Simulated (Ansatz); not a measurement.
Run report: TaN, single-point calculation (part 3 of 4)

TaN (6 atoms in the cell); DFT PBEsol+U, scalar-relativistic, plane waves, PAW, Ueff = 7 eV on Ta atom 1 d; Ueff = 7 eV on Ta atom 2 d; Ueff = 7 eV on Ta atom 3 d, spin-polarised (Ansatz 0.2.0); cutoff 420 eV, 4×4×7 k-mesh, Gaussian smearing of 0.05 eV, collinear spins. The structure derives from an entry of the Crystallography Open Database. The run did not end well. It belongs to a series of runs on one base structure; here: site moments held. The run did not end well; see the last part.

Geometry of the input (Å; fractional positions):
```
5.1850  0.0000  0.0000
-2.5925  4.4903  0.0000
0.0000  0.0000  2.9080
Ta 0.0000  0.0000  0.0000
Ta 0.3333  0.6667  0.5000
Ta 0.6667  0.3333  0.5000
N  0.5000  0.0000  0.0000
N  0.5000  0.5000  0.0000
N  0.0000  0.5000  0.0000
```

## Log, continued
```
SCF iter 105: F=-30534.889521 eV  HF=-30534.883867 eV  |F-HF|=5.65e-3  |Δ(HF+E_count)|=   2.65e-3  Δρ=1.71e-3 (↑1.71e-3 ↓1.37e-3)  dr2=9.10e-4  dr2_m=1.29e-3  M=1.745 μB ∫|m|=3.558 μB  β_m=0.25  ethr=4.95e-7  ⟨swp⟩=2.8  Hψ=2259  notcnv=0  defer=60
SCF iter 106: F=-30534.895860 eV  HF=-30534.890752 eV  |F-HF|=5.11e-3  |Δ(HF+E_count)|=   6.88e-3  Δρ=1.92e-3 (↑1.92e-3 ↓1.43e-3)  dr2=1.83e-3  dr2_m=1.48e-3  M=1.717 μB ∫|m|=3.566 μB  β_m=0.59  ethr=4.95e-7  ⟨swp⟩=3.1  Hψ=2169  notcnv=0  defer=60
SCF iter 107: F=-30534.906750 eV  HF=-30534.907552 eV  |F-HF|=8.03e-4  |Δ(HF+E_count)|=   1.68e-2  Δρ=2.70e-3 (↑2.70e-3 ↓1.47e-3)  dr2=1.12e-2  dr2_m=1.79e-3  M=1.638 μB ∫|m|=3.637 μB  β_m=0.69  ethr=4.95e-7  ⟨swp⟩=3.6  Hψ=2785  notcnv=0  defer=59  recentre
SCF iter 108: F=-30534.930863 eV  HF=-30534.932097 eV  |F-HF|=1.23e-3  |Δ(HF+E_count)|=   2.45e-2  Δρ=2.78e-3 (↑2.78e-3 ↓1.62e-3)  dr2=1.34e-2  dr2_m=1.91e-3  M=1.603 μB ∫|m|=3.599 μB  β_m=0.25  ethr=4.95e-7  ⟨swp⟩=2.2  Hψ=1951  notcnv=0  defer=57
SCF iter 109: F=-30534.815629 eV  HF=-30534.812285 eV  |F-HF|=3.34e-3  |Δ(HF+E_count)|=   1.20e-1  Δρ=1.56e-3 (↑1.56e-3 ↓9.20e-4)  dr2=1.07e-3  dr2_m=7.64e-4  M=1.789 μB ∫|m|=3.663 μB  β_m=0.57  ethr=4.95e-7  ⟨swp⟩=3.6  Hψ=2644  notcnv=0  defer=58
SCF iter 110: F=-30534.777699 eV  HF=-30534.775518 eV  |F-HF|=2.18e-3  |Δ(HF+E_count)|=   3.68e-2  Δρ=1.29e-3 (↑1.29e-3 ↓1.98e-4)  dr2=1.08e-3  dr2_m=2.49e-4  M=1.829 μB ∫|m|=3.613 μB  β_m=0.18  ethr=4.95e-7  ⟨swp⟩=3.7  Hψ=3094  notcnv=0  defer=56
SCF iter 111: F=-30534.787793 eV  HF=-30534.786182 eV  |F-HF|=1.61e-3  |Δ(HF+E_count)|=   1.07e-2  Δρ=1.40e-3 (↑1.40e-3 ↓6.22e-4)  dr2=1.82e-3  dr2_m=3.96e-4  M=1.803 μB ∫|m|=3.627 μB  β_m=0.89  ethr=4.95e-7  ⟨swp⟩=3.2  Hψ=2396  notcnv=0  defer=58
SCF iter 112: F=-30534.728867 eV  HF=-30534.726902 eV  |F-HF|=1.97e-3  |Δ(HF+E_count)|=   5.93e-2  Δρ=1.56e-3 (↑1.56e-3 ↓7.76e-4)  dr2=1.54e-3  dr2_m=5.69e-4  M=1.818 μB ∫|m|=3.852 μB  β_m=0.95  ethr=4.95e-7  ⟨swp⟩=4.0  Hψ=3279  notcnv=0  defer=59
SCF iter 113: F=-30534.688003 eV  HF=-30534.690146 eV  |F-HF|=2.14e-3  |Δ(HF+E_count)|=   3.68e-2  Δρ=2.77e-3 (↑2.77e-3 ↓2.63e-4)  dr2=1.04e-2  dr2_m=1.29e-3  M=1.864 μB ∫|m|=3.741 μB  β_m=0.97  ethr=4.95e-7  ⟨swp⟩=3.5  Hψ=3013  notcnv=0  defer=60  recentre
SCF iter 114: F=-30534.561893 eV  HF=-30534.564656 eV  |F-HF|=2.76e-3  |Δ(HF+E_count)|=   1.25e-1  Δρ=2.15e-3 (↑2.15e-3 ↓6.38e-4)  dr2=7.77e-3  dr2_m=8.50e-4  M=1.943 μB ∫|m|=4.010 μB  β_m=0.17  ethr=4.95e-7  ⟨swp⟩=4.2  Hψ=3353  notcnv=0  defer=59
SCF iter 115: F=-30534.538147 eV  HF=-30534.537840 eV  |F-HF|=3.07e-4  |Δ(HF+E_count)|=   2.68e-2  Δρ=1.25e-3 (↑1.25e-3 ↓6.17e-4)  dr2=1.82e-3  dr2_m=3.99e-4  M=1.945 μB ∫|m|=4.077 μB  β_m=0.59  ethr=4.95e-7  ⟨swp⟩=3.0  Hψ=2264  notcnv=0  defer=59
SCF iter 116: F=-30534.548215 eV  HF=-30534.547928 eV  |F-HF|=2.88e-4  |Δ(HF+E_count)|=   1.01e-2  Δρ=5.95e-4 (↑5.95e-4 ↓2.83e-4)  dr2=2.31e-4  dr2_m=7.26e-5  M=1.934 μB ∫|m|=4.113 μB  β_m=0.80  ethr=4.95e-7  ⟨swp⟩=2.8  Hψ=2144  notcnv=0  defer=59
SCF iter 117: F=-30534.581746 eV  HF=-30534.583016 eV  |F-HF|=1.27e-3  |Δ(HF+E_count)|=   3.51e-2  Δρ=1.41e-3 (↑1.41e-3 ↓1.23e-4)  dr2=3.06e-3  dr2_m=2.88e-4  M=1.936 μB ∫|m|=4.026 μB  β_m=0.90  ethr=4.27e-7  ⟨swp⟩=3.4  Hψ=2415  notcnv=0  defer=59  recentre
SCF iter 118: F=-30534.569616 eV  HF=-30534.569600 eV  |F-HF|=1.59e-5  |Δ(HF+E_count)|=   1.34e-2  Δρ=8.20e-4 (↑8.20e-4 ↓8.97e-5)  dr2=7.73e-4  dr2_m=1.16e-4  M=1.937 μB ∫|m|=4.069 μB  β_m=0.95  ethr=4.27e-7  ⟨swp⟩=2.3  Hψ=2046  notcnv=0  defer=58
SCF iter 119: F=-30534.570951 eV  HF=-30534.570728 eV  |F-HF|=2.23e-4  |Δ(HF+E_count)|=   1.13e-3  Δρ=7.44e-4 (↑7.44e-4 ↓9.50e-5)  dr2=4.12e-4  dr2_m=9.64e-5  M=1.934 μB ∫|m|=4.062 μB  β_m=0.45  ethr=4.27e-7  ⟨swp⟩=2.1  Hψ=1267  notcnv=0  defer=58
SCF iter 120: F=-30534.538552 eV  HF=-30534.538191 eV  |F-HF|=3.61e-4  |Δ(HF+E_count)|=   3.25e-2  Δρ=5.60e-4 (↑5.60e-4 ↓2.08e-4)  dr2=1.21e-4  dr2_m=7.53e-5  M=1.939 μB ∫|m|=4.104 μB  ethr=4.27e-7  ⟨swp⟩=3.0  Hψ=2124  notcnv=0  defer=58
Constraint outer step 4 at iter 120: max|Δm| = 1.08e-1 μB  λ_eff = 2.000 eV/μB²  (escalated)  [c0 t0: forced δμ = -2.151e-1 eV/μB]
Mixer restart at iter 120: flushing history
WARN: magnetisation constraint 0 stalled: max|Δm| = 1.08e-1 μB after 1.88e-1 (insufficient decrease); penalty doubled to λ_eff = 2.000 eV/μB² (escalation 1) — a constraint that keeps stalling ends the run as non-convergence; consider a larger constraint lambda
SCF iter 121: F=-30534.547406 eV  HF=-30534.612569 eV  |F-HF|=6.52e-2  |Δ(HF+E_count)|=         —  Δρ=1.11e-2 (↑1.11e-2 ↓2.69e-3)  dr2=1.56e-1  dr2_m=2.87e-2  M=1.946 μB ∫|m|=3.922 μB  β_m=0.97  ethr=2.24e-7  ⟨swp⟩=5.0  Hψ=3680  notcnv=0  defer=58
SCF iter 122: F=-30534.799228 eV  HF=-30534.895815 eV  |F-HF|=9.66e-2  |Δ(HF+E_count)|=   2.83e-1  Δρ=1.09e-2 (↑1.09e-2 ↓1.89e-3)  dr2=1.83e-1  dr2_m=2.45e-2  M=1.891 μB ∫|m|=3.931 μB  β_m=0.34  ethr=2.88e-4  ⟨swp⟩=3.0  Hψ=2037  notcnv=0  defer=70
SCF iter 123: F=-30534.772447 eV  HF=-30534.811669 eV  |F-HF|=3.92e-2  |Δ(HF+E_count)|=   8.41e-2  Δρ=6.62e-3 (↑6.62e-3 ↓1.13e-3)  dr2=7.09e-2  dr2_m=8.64e-3  M=1.901 μB ∫|m|=3.911 μB  β_m=0.87  ethr=2.88e-4  ⟨swp⟩=2.0  Hψ=1175  notcnv=0  defer=70
SCF iter 124: F=-30534.747131 eV  HF=-30534.749437 eV  |F-HF|=2.31e-3  |Δ(HF+E_count)|=   6.22e-2  Δρ=1.49e-3 (↑1.49e-3 ↓2.47e-4)  dr2=4.42e-3  dr2_m=3.24e-4  M=1.909 μB ∫|m|=3.855 μB  β_m=0.89  ethr=1.31e-4  ⟨swp⟩=2.4  Hψ=1503  notcnv=0  defer=70
SCF iter 125: F=-30534.757685 eV  HF=-30534.757915 eV  |F-HF|=2.30e-4  |Δ(HF+E_count)|=   8.48e-3  Δρ=1.07e-3 (↑1.07e-3 ↓2.26e-4)  dr2=1.32e-3  dr2_m=2.23e-4  M=1.900 μB ∫|m|=3.835 μB  β_m=0.79  ethr=8.18e-6  ⟨swp⟩=1.8  Hψ=1272  notcnv=0  defer=68
SCF iter 126: F=-30534.798452 eV  HF=-30534.798578 eV  |F-HF|=1.27e-4  |Δ(HF+E_count)|=   4.07e-2  Δρ=4.30e-4 (↑4.30e-4 ↓2.98e-4)  dr2=4.36e-4  dr2_m=2.10e-5  M=1.882 μB ∫|m|=3.789 μB  β_m=0.92  ethr=2.44e-6  ⟨swp⟩=2.3  Hψ=1938  notcnv=0  defer=68
SCF iter 127: F=-30534.822731 eV  HF=-30534.822543 eV  |F-HF|=1.88e-4  |Δ(HF+E_count)|=   2.40e-2  Δρ=4.93e-4 (↑4.93e-4 ↓2.91e-4)  dr2=2.83e-4  dr2_m=4.72e-5  M=1.875 μB ∫|m|=3.754 μB  β_m=0.96  ethr=8.08e-7  ⟨swp⟩=2.5  Hψ=2046  notcnv=0  defer=67
SCF iter 128: F=-30534.826885 eV  HF=-30534.826665 eV  |F-HF|=2.20e-4  |Δ(HF+E_count)|=   4.12e-3  Δρ=6.12e-4 (↑6.12e-4 ↓1.69e-4)  dr2=2.54e-4  dr2_m=6.69e-5  M=1.880 μB ∫|m|=3.746 μB  ethr=5.24e-7  ⟨swp⟩=2.4  Hψ=1999  notcnv=0  defer=67
Constraint outer step 5 at iter 128: max|Δm| = 2.72e-2 μB  λ_eff = 2.000 eV/μB²  [c0 t1: gradient δμ = +1.088e-1 eV/μB]
Mixer restart at iter 128: flushing history
SCF iter 129: F=-30534.826741 eV  HF=-30534.828550 eV  |F-HF|=1.81e-3  |Δ(HF+E_count)|=         —  Δρ=1.68e-3 (↑1.68e-3 ↓6.07e-4)  dr2=3.82e-3  dr2_m=6.50e-4  M=1.847 μB ∫|m|=3.686 μB  β_m=0.96  ethr=4.70e-7  ⟨swp⟩=3.0  Hψ=2210  notcnv=0  defer=67
SCF iter 130: F=-30534.894851 eV  HF=-30534.896792 eV  |F-HF|=1.94e-3  |Δ(HF+E_count)|=   6.82e-2  Δρ=1.49e-3 (↑1.49e-3 ↓2.67e-4)  dr2=3.73e-3  dr2_m=4.29e-4  M=1.839 μB ∫|m|=3.680 μB  β_m=0.77  ethr=7.07e-6  ⟨swp⟩=2.2  Hψ=1670  notcnv=0  defer=67
SCF iter 131: F=-30534.879113 eV  HF=-30534.879008 eV  |F-HF|=1.04e-4  |Δ(HF+E_count)|=   1.78e-2  Δρ=3.72e-4 (↑3.72e-4 ↓2.13e-4)  dr2=1.09e-4  dr2_m=2.98e-5  M=1.842 μB ∫|m|=3.679 μB  β_m=0.89  ethr=6.91e-6  ⟨swp⟩=1.6  Hψ=1322  notcnv=0  defer=66
SCF iter 132: F=-30534.881325 eV  HF=-30534.881331 eV  |F-HF|=5.72e-6  |Δ(HF+E_count)|=   2.32e-3  Δρ=3.57e-4 (↑3.57e-4 ↓1.72e-4)  dr2=1.26e-4  dr2_m=2.10e-5  M=1.833 μB ∫|m|=3.663 μB  β_m=0.87  ethr=2.02e-7  ⟨swp⟩=2.8  Hψ=2159  notcnv=0  defer=58
SCF iter 133: F=-30534.891179 eV  HF=-30534.891184 eV  |F-HF|=4.78e-6  |Δ(HF+E_count)|=   9.85e-3  Δρ=1.46e-4 (↑1.46e-4 ↓7.89e-5)  dr2=4.16e-5  dr2_m=2.76e-6  M=1.830 μB ∫|m|=3.654 μB  β_m=0.93  ethr=2.02e-7  ⟨swp⟩=2.3  Hψ=1909  notcnv=0  defer=58
SCF iter 134: F=-30534.893480 eV  HF=-30534.893468 eV  |F-HF|=1.27e-5  |Δ(HF+E_count)|=   2.28e-3  Δρ=1.39e-4 (↑1.39e-4 ↓6.11e-5)  dr2=1.46e-5  dr2_m=4.73e-6  M=1.831 μB ∫|m|=3.650 μB  β_m=0.97  ethr=7.70e-8  ⟨swp⟩=2.1  Hψ=1762  notcnv=0  defer=59
SCF iter 135: F=-30534.893691 eV  HF=-30534.893689 eV  |F-HF|=1.20e-6  |Δ(HF+E_count)|=   2.22e-4  Δρ=8.26e-5 (↑8.26e-5 ↓3.83e-5)  dr2=9.39e-6  dr2_m=1.25e-6  M=1.831 μB ∫|m|=3.646 μB  ethr=2.70e-8  ⟨swp⟩=2.4  Hψ=1905  notcnv=0  defer=59
Constraint outer step 6 at iter 135: max|Δm| = 1.24e-2 μB  λ_eff = 2.000 eV/μB²  [c0 t1: secant δμ = +9.117e-2 eV/μB]
Mixer restart at iter 135: flushing history
SCF iter 136: F=-30534.894515 eV  HF=-30534.895200 eV  |F-HF|=6.85e-4  |Δ(HF+E_count)|=         —  Δρ=1.34e-3 (↑1.34e-3 ↓4.92e-4)  dr2=1.93e-3  dr2_m=4.79e-4  M=1.804 μB ∫|m|=3.598 μB  β_m=0.97  ethr=1.74e-8  ⟨swp⟩=4.1  Hψ=2795  notcnv=0  defer=59
SCF iter 137: F=-30534.954954 eV  HF=-30534.955558 eV  |F-HF|=6.04e-4  |Δ(HF+E_count)|=   6.04e-2  Δρ=1.01e-3 (↑1.01e-3 ↓3.06e-4)  dr2=1.50e-3  dr2_m=2.28e-4  M=1.786 μB ∫|m|=3.586 μB  β_m=0.78  ethr=3.57e-6  ⟨swp⟩=2.1  Hψ=1703  notcnv=0  defer=59
SCF iter 138: F=-30534.945570 eV  HF=-30534.945444 eV  |F-HF|=1.26e-4  |Δ(HF+E_count)|=   1.01e-2  Δρ=2.35e-4 (↑2.22e-4 ↓2.35e-4)  dr2=3.83e-5  dr2_m=2.77e-5  M=1.782 μB ∫|m|=3.581 μB  β_m=0.87  ethr=2.78e-6  ⟨swp⟩=1.6  Hψ=1350  notcnv=0  defer=59
SCF iter 139: F=-30534.955297 eV  HF=-30534.955165 eV  |F-HF|=1.32e-4  |Δ(HF+E_count)|=   9.72e-3  Δρ=2.96e-4 (↑2.96e-4 ↓2.46e-4)  dr2=4.64e-5  dr2_m=3.65e-5  M=1.757 μB ∫|m|=3.559 μB  β_m=0.33  ethr=7.09e-8  ⟨swp⟩=2.5  Hψ=1931  notcnv=0  defer=59
SCF iter 140: F=-30534.967464 eV  HF=-30534.967362 eV  |F-HF|=1.02e-4  |Δ(HF+E_count)|=   1.22e-2  Δρ=1.97e-4 (↑1.97e-4 ↓1.91e-4)  dr2=1.77e-5  dr2_m=2.11e-5  M=1.747 μB ∫|m|=3.552 μB  β_m=0.38  ethr=7.09e-8  ⟨swp⟩=2.1  Hψ=1809  notcnv=0  defer=59
SCF iter 141: F=-30534.979269 eV  HF=-30534.979187 eV  |F-HF|=8.19e-5  |Δ(HF+E_count)|=   1.18e-2  Δρ=1.85e-4 (↑1.85e-4 ↓1.65e-4)  dr2=1.08e-5  dr2_m=1.72e-5  M=1.728 μB ∫|m|=3.539 μB  β_m=0.79  ethr=3.28e-8  ⟨swp⟩=3.0  Hψ=2156  notcnv=0  defer=59
SCF iter 142: F=-30534.995969 eV  HF=-30534.995940 eV  |F-HF|=2.96e-5  |Δ(HF+E_count)|=   1.68e-2  Δρ=1.15e-4 (↑1.15e-4 ↓8.72e-5)  dr2=3.54e-6  dr2_m=5.57e-6  M=1.696 μB ∫|m|=3.520 μB  β_m=0.99  ethr=2.00e-8  ⟨swp⟩=3.3  Hψ=2337  notcnv=0  defer=59
SCF iter 143: F=-30535.014339 eV  HF=-30535.014273 eV  |F-HF|=6.58e-5  |Δ(HF+E_count)|=   1.83e-2  Δρ=1.93e-4 (↑1.93e-4 ↓1.86e-4)  dr2=1.36e-5  dr2_m=1.98e-5  M=1.681 μB ∫|m|=3.511 μB  ethr=6.55e-9  ⟨swp⟩=3.9  Hψ=2839  notcnv=0  defer=59
Constraint outer step 7 at iter 143: max|Δm| = 1.35e-2 μB  λ_eff = 4.000 eV/μB²  (escalated)  [c0 t1: forced δμ = -5.395e-2 eV/μB]
Mixer restart at iter 143: flushing history
WARN: magnetisation constraint 0 stalled: max|Δm| = 1.35e-2 μB after 1.24e-2 (insufficient decrease); penalty doubled to λ_eff = 4.000 eV/μB² (escalation 2) — a constraint that keeps stalling ends the run as non-convergence; consider a larger constraint lambda
SCF iter 144: F=-30535.018504 eV  HF=-30535.017218 eV  |F-HF|=1.29e-3  |Δ(HF+E_count)|=         —  Δρ=1.45e-3 (↑1.45e-3 ↓9.01e-4)  dr2=4.99e-4  dr2_m=8.13e-4  M=1.725 μB ∫|m|=3.591 μB  β_m=0.99  ethr=6.55e-9  ⟨swp⟩=4.5  Hψ=3265  notcnv=0  defer=59
SCF iter 145: F=-30534.936837 eV  HF=-30534.937403 eV  |F-HF|=5.65e-4  |Δ(HF+E_count)|=   7.98e-2  Δρ=2.12e-3 (↑2.12e-3 ↓9.03e-4)  dr2=3.35e-3  dr2_m=1.32e-3  M=1.686 μB ∫|m|=3.525 μB  β_m=0.73  ethr=9.23e-7  ⟨swp⟩=3.1  Hψ=2362  notcnv=0  defer=59  recentre
SCF iter 146: F=-30534.963256 eV  HF=-30534.963539 eV  |F-HF|=2.84e-4  |Δ(HF+E_count)|=   2.61e-2  Δρ=6.98e-4 (↑6.98e-4 ↓2.19e-4)  dr2=6.83e-4  dr2_m=1.15e-4  M=1.716 μB ∫|m|=3.568 μB  β_m=0.60  ethr=9.23e-7  ⟨swp⟩=2.9  Hψ=2202  notcnv=0  defer=59
SCF iter 147: F=-30534.965973 eV  HF=-30534.965927 eV  |F-HF|=4.59e-5  |Δ(HF+E_count)|=   2.39e-3  Δρ=1.38e-4 (↑1.38e-4 ↓1.22e-4)  dr2=6.69e-6  dr2_m=9.10e-6  M=1.716 μB ∫|m|=3.567 μB  β_m=0.80  ethr=9.23e-7  ⟨swp⟩=2.0  Hψ=1424  notcnv=0  defer=59
SCF iter 148: F=-30534.960859 eV  HF=-30534.960831 eV  |F-HF|=2.80e-5  |Δ(HF+E_count)|=   5.10e-3  Δρ=1.30e-4 (↑1.30e-4 ↓1.12e-4)  dr2=6.62e-6  dr2_m=7.82e-6  M=1.730 μB ∫|m|=3.578 μB  β_m=0.74  ethr=1.24e-8  ⟨swp⟩=7.8  Hψ=4810  notcnv=0
SCF iter 149: F=-30534.951209 eV  HF=-30534.951218 eV  |F-HF|=8.48e-6  |Δ(HF+E_count)|=   9.61e-3  Δρ=1.57e-4 (↑1.57e-4 ↓8.10e-5)  dr2=2.66e-5  dr2_m=7.81e-6  M=1.743 μB ∫|m|=3.585 μB  β_m=0.63  ethr=1.23e-8  ⟨swp⟩=4.5  Hψ=4496  notcnv=0
SCF iter 150: F=-30534.943509 eV  HF=-30534.943509 eV  |F-HF|=3.43e-8  |Δ(HF+E_count)|=   7.71e-3  Δρ=8.36e-5 (↑8.36e-5 ↓3.81e-5)  dr2=5.87e-6  dr2_m=1.94e-6  M=1.759 μB ∫|m|=3.592 μB  β_m=0.96  ethr=1.23e-8  ⟨swp⟩=3.9  Hψ=4386  notcnv=0
```

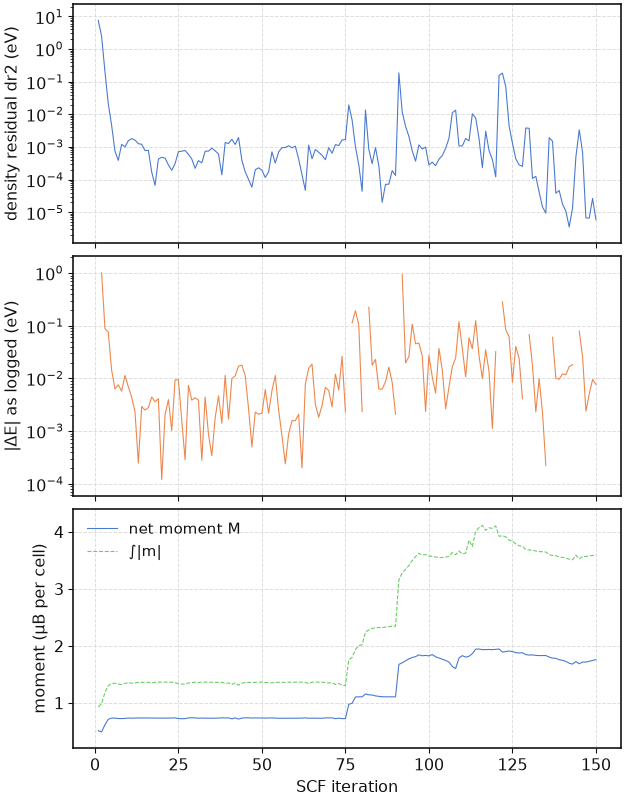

Convergence of the self-consistent field: density residual dr2, size of the energy change and magnetic moment against the SCF iteration. The residual wanders between about 4 × 10⁻⁶ and 3 × 10⁻³ in the later steps with no lasting fall. The net moment goes from 0.5 to 1.8 μB per cell.

```
Occupation matrices written to [file]
Error: did not converge after 150 iterations: delta_e = 7.71e-3 (threshold 1.00e-4), under the density mixer `msr1`, which `scf.mixing.algorithm: auto` chose by the deck's other keys (type `scf.mixing.algorithm: msr1` to keep it); raise `scf.max_iter`, which need not help a stalled SCF, or adjust the mixing (`scf.mixing`) or, under a smearing, its width (`scf.occupations.width`, in either direction: another width is another result); this SCF holds its density and magnetisation to the symmetry operations that it keeps, and cannot end on a state that breaks one of them: if the state sought breaks one, re-run with `crystal.symmetry.detect: false`, without `crystal.symmetry.time_reversal: true`, on a non-collinear deck whose state breaks time reversal, with `crystal.symmetry.time_reversal: false` beside it (there exact exchange or a DFT+U term alone can polarise the run; a magnetic state wants starting moments), where the deck allows it (that run may end on another state, and need not converge either); this run sums exchange and correlation on more points than the dense box has (`basis.xc_grid`), where a deck that converges on the dense box may not converge: try another level (where the key is left out runs that use forces, runs that use the stress, dielectric runs by a finite field, finite-displacement phonons, runs of phonons.displacement_patterns under a GGA or a meta-GGA, phonons by method: dfpt, dielectric runs by the response, runs on support functions, runs on PAW files under a meta-GGA or a hybrid on one, runs at kind: all_electron or under a hybrid on a GGA, runs under a text's formulas of a gradient, and runs on PAW files that evaluate rPW86 or Becke's exchange or LYP's correlation can take a finer level, which can go by the root key accuracy; a number is taken as typed), or, where it is served, `1`, the dense box, on which forces and the stress change with where the atoms sit on the grid; a lower level also moves a field's Born charges, by the response (dielectric, § Limitations, in the input reference) or by a finite field; under a meta-GGA, try another mixer (`scf.mixing.algorithm: anderson` or `broyden`); mind that the stability of the state on which such a run converges can go unchecked at the default of `scf.lower_state_search`; see `basis.xc_grid`, Limitations — the other mixer that `auto` picks from is left to try (`scf.mixing.algorithm: broyden`); it can need more iterations, either can converge an SCF that the other leaves open, and the two can end on different states; the input reference at `scf.mixing.algorithm` says more, and from which start to try it
```

## What the run reported

- outcome: not converged
- space group (tolerance 0.01 Å): P6/mmm (191)
- hardware: 4 threads of Arm Neoverse V2, 24 GiB of memory available, shared host
- wall time: 16 s (CPU time 57 s)
- peak memory: 0.39 GiB
